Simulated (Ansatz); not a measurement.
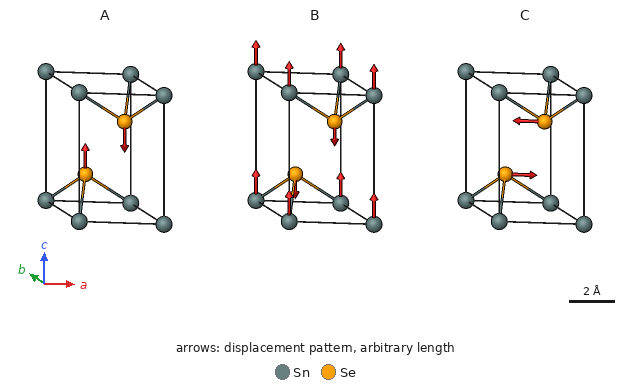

Three optical modes of crystalline SnSe$_{2}$ at the zone centre, in no order (one member of each degenerate set). The red arrows are the displacements of the atoms (eigenvector over the root of the mass), of arbitrary overall length and sign. Style: ball-and-stick. Shown: the cell of the calculation, slightly off an axis.

Level of theory: Ansatz, DFT PBE+D3(BJ), scalar-relativistic, plane waves, PAW. Set-up: plane-wave cutoff 420 eV; k-point mesh 12 × 12 × 6; occupations gaussian; smearing width 0.03 eV; no spin polarisation.

Frequencies are those without the non-analytic (LO–TO) term.

Q: Rank the modes by frequency, softest first.

A: C (123 cm⁻¹), A (181 cm⁻¹), B (240 cm⁻¹). C, E_g: The Sn atoms stay at rest; all motion is along a; atoms of one kind move against one another, with no net shift of their sublattice. A, A₁g: The Sn atoms stay at rest; all motion is along c; atoms of one kind move against one another, with no net shift of their sublattice. B, A₂u: The Sn sublattice moves against the Se sublattice, along c; the kinetic energy is shared as Sn 57 %, Se 43 %.
